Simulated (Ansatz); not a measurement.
**A series of single points on Co**

System: Co (1 atom in the cell).
Method: DFT PBE, scalar-relativistic, plane waves, PAW, spin-polarised (Ansatz 0.2.0).

The 8 runs differ only in the geometry, by an even scaling of the cell at fixed fractional positions. The structure derives from a Materials Project entry.

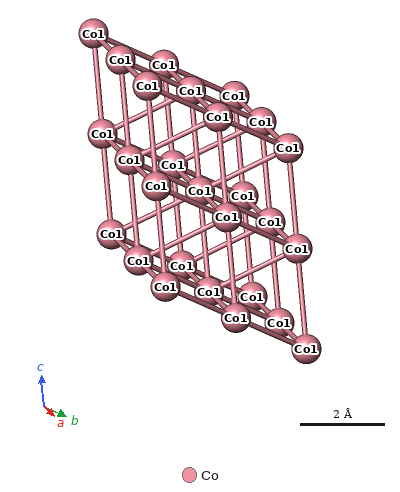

Figure 1. The structure of run 5 (ball-and-stick view of the cell of the calculation, repeated 2 × 2 × 2, seen slightly off an axis; atoms are numbered from 1 in the order of the input).

### Input of run 5
```yaml
crystal:
  lattice:
    - [-1.40232, 1.40232, 1.40232]
    - [1.40232, -1.40232, 1.40232]
    - [1.40232, 1.40232, -1.40232]
  atoms:
    - { symbol: Co, position: [0.0, 0.0, 0.0], spin: 1.99 }
basis:
  ecutwfc: 420
kpoints:
  mp_grid: { grid: [20, 20, 20] }
hamiltonian:
  xc: pbe
scf:
  occupations: { method: gaussian, width: 0.1 }
output:
  forces: true
  stress: true
  eigenvalues: true
  populations: true
magnetization:
  spin_polarized: true
```

Command:
```bash
ansatz run input.yaml --threads 1 --pin off --max-ram 2560MiB --backend cpu --events-out ev --progress --plain --runs-dir out
```

Run 2 differs from it as follows:
```diff
-    - [-1.40232, 1.40232, 1.40232]
-    - [1.40232, -1.40232, 1.40232]
-    - [1.40232, 1.40232, -1.40232]
+    - [-1.3613261635, 1.3613261635, 1.3613261635]
+    - [1.3613261635, -1.3613261635, 1.3613261635]
+    - [1.3613261635, 1.3613261635, -1.3613261635]
```

### Results, with one run withheld

```tsv
run	volume per atom (Å³)	free energy per atom, from the lowest run given (meV)	pressure (GPa)
1	9.759	130.34	35.76
2	10.091	?	?
3	10.424	28.39	14.65
4	10.757	6.51	6.67
5	11.031	0.00	1.10
6	11.422	5.69	−5.50
7	11.755	22.00	−10.06
8	12.198	57.06	−15.08
```

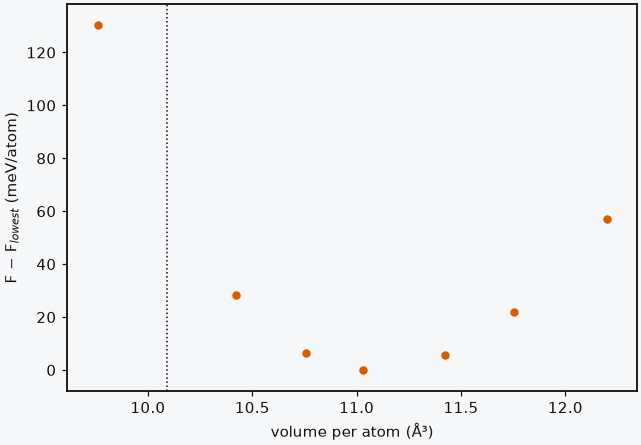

Figure 2. Free energy per atom of the runs given; the dotted line marks run 2.

What should run 2 give?

A cubic polynomial in V^(−2/3) (the Birch–Murnaghan form), fitted to the 7 runs given, misses them by at most 0.03 meV per atom. With x = V^(−2/3) − 0.20212 Å⁻², it reads F = 0.2228 + 812.48 x + 3.9145e+05 x² + 1.0858e+06 x³ (meV per atom). At run 2 it gives 68.50 meV per atom, and the run itself gives 68.42. The slope of the fit gives a pressure −dF/dV of 24.25 GPa there, and the run prints 24.23 GPa. The fit has its minimum at 11.091 Å³ per atom, where V d²F/dV² gives 201 GPa: the bulk modulus at this level, since symmetry fixes the shape and the positions.

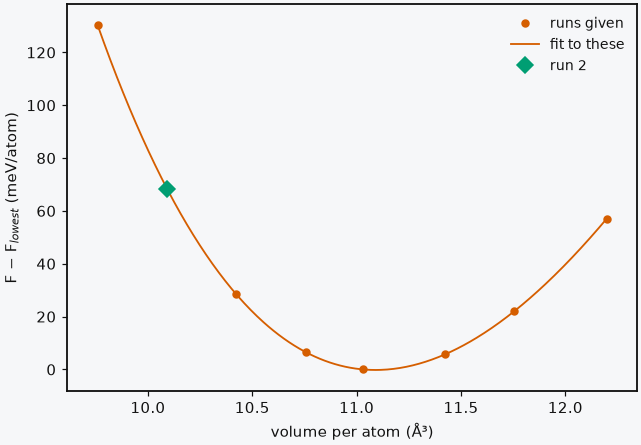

Figure 3. The fit and the withheld run.

### Output, shortened to warnings, some set-up lines, iterations and results (run 2)
```
Basis set: ecut = 420 eV, 201 PW (Γ), exchange–correlation on 32×32×32 points (8 copies of the dense FFT grid, shifted against one another)
Symmetry: 48 space group operations
k-points: 256 of 8000
Initial density: superposition of atomic densities (chi_scale 0.1, normalization cell)
[...]
SCF iter   1: F=—  HF=-5125.641952 eV  |F-HF|=—  |Δ(HF+E_count)|=         —  Δρ=1.11e-1 (↑5.53e-2 ↓1.11e-1)  dr2=1.55e0  dr2_m=9.56e-2  M=1.853 μB ∫|m|=1.898 μB  β_m=0.30  …
SCF iter   2: F=—  HF=-5125.091076 eV  |F-HF|=—  |Δ(HF+E_count)|=   5.51e-1  Δρ=4.59e-2 (↑4.59e-2 ↓2.06e-2)  dr2=1.03e-1  dr2_m=5.37e-2  M=1.811 μB ∫|m|=1.876 μB  β_m=0.28  …
SCF iter   3: F=—  HF=-5125.401567 eV  |F-HF|=—  |Δ(HF+E_count)|=   3.10e-1  Δρ=2.17e-2 (↑2.17e-2 ↓1.73e-2)  dr2=1.19e-2  dr2_m=2.54e-2  M=1.788 μB ∫|m|=1.860 μB  β_m=0.54  …
SCF iter   4: F=—  HF=-5125.924626 eV  |F-HF|=—  |Δ(HF+E_count)|=   5.23e-1  Δρ=1.44e-2 (↑9.41e-3 ↓1.44e-2)  dr2=2.97e-2  dr2_m=2.58e-3  M=1.714 μB ∫|m|=1.819 μB  β_m=0.77  …
SCF iter   5: F=—  HF=-5125.998637 eV  |F-HF|=—  |Δ(HF+E_count)|=   7.40e-2  Δρ=2.36e-3 (↑2.36e-3 ↓9.65e-4)  dr2=5.26e-4  dr2_m=7.03e-5  M=1.688 μB ∫|m|=1.808 μB  β_m=0.68  …
SCF iter   6: F=—  HF=-5125.998487 eV  |F-HF|=—  |Δ(HF+E_count)|=   1.50e-4  Δρ=9.54e-4 (↑9.54e-4 ↓4.33e-4)  dr2=1.02e-4  dr2_m=9.38e-6  M=1.689 μB ∫|m|=1.809 μB  β_m=0.84  …
SCF iter   7: F=—  HF=-5125.998525 eV  |F-HF|=—  |Δ(HF+E_count)|=   3.76e-5  Δρ=1.28e-4 (↑1.28e-4 ↓1.15e-4)  dr2=3.56e-6  dr2_m=8.19e-8  M=1.688 μB ∫|m|=1.809 μB  β_m=0.92  …
SCF iter   8: F=—  HF=-5125.998526 eV  |F-HF|=—  |Δ(HF+E_count)|=   1.41e-6  Δρ=4.12e-6 (↑2.08e-6 ↓4.12e-6)  dr2=4.48e-10  dr2_m=3.79e-10  M=1.688 μB ∫|m|=1.809 μB  β_m=0.96  …
SCF iter   9: F=-5125.998526 eV  HF=-5125.998526 eV  |F-HF|=8.90e-10  |Δ(HF+E_count)|=   1.41e-9  Δρ=3.29e-6 (↑1.26e-6 ↓3.29e-6)  dr2=1.21e-9  dr2_m=1.19e-10  M=1.688 μB …
SCF 1 converged in 9 iterations: F = -5125.998526 eV  dr2 = 1.21e-9
SCF converged after 9 iterations
Magnetization: 1.6882 μB (9.3441 up, 7.6559 down)
Absolute magnetization: 1.8098 μB (∫|ρ↑−ρ↓|, with the PAW one-centre terms)
Spin contamination: 0.0230 ħ² per cell (⟨S²⟩ above its minimum at these occupations)
Per-site moments (μB) at R_I (Å): [(1.7433493983603727, 0.972628008352612)]
Free energy (F): -5125.998526 eV
Harris-Foulkes:  -5125.998526 eV  (|F-HF|=8.90e-10)
Internal energy: -5125.991108 eV  (E = F + TS)
E sigma→0 (E₀):  -5125.994817 eV
Entropy (-TS):   -0.007418 eV (-7.418 meV/atom)
Fermi energy:    20.755769 eV
--- Per-component energies (eV) ---
  E_band       = -217.158615
  E_kinetic    = 455.695108
  E_local      = -2727.305052  (includes V_loc(G=0)·N_el)
  E_nonlocal   = 454.499409
  E_hartree    = 1147.737545
  E_xc         = -159.822086
  E_vxc        = -206.301334  (∫ρ·V_xc dr)
  E_paw        = -1515.563098  (= ΣΔE_a)
  E_vpaw       = -489.219536  (= ΣTr[D̂ρ^β])
  E_aug_tail   = 0.000077  (compensation charges beyond the density's cutoff)
  E_ewald      = -2781.233011
  E_smearing   = -0.007418  (= −TS)
  E_closure    = 0.000000  (closes the sum)
  Σ components = -5125.998526   (vs F -5125.998526, Δ=0.00e0)
--- Forces (eV/Å), atoms counted from 1 ---
  atom   1  Co    -0.00000000     0.00000000    -0.00000000
  max |Σ_I F_I| component: 1.60e-31 eV/Å
--- Stress (GPa, compression-positive) ---
       24.232586      -0.000000       0.000000
       -0.000000      24.232586       0.000000
        0.000000       0.000000      24.232586
  P = ⅓ Tr σ = 24.2326 GPa (242.326 kbar)
--- Löwdin populations: 1 site ---
  site symbol       q [e]    m [muB]
     0     Co     16.7684     1.7467
  spilling = 0.013626 (of n_electrons = 17.000000)
```
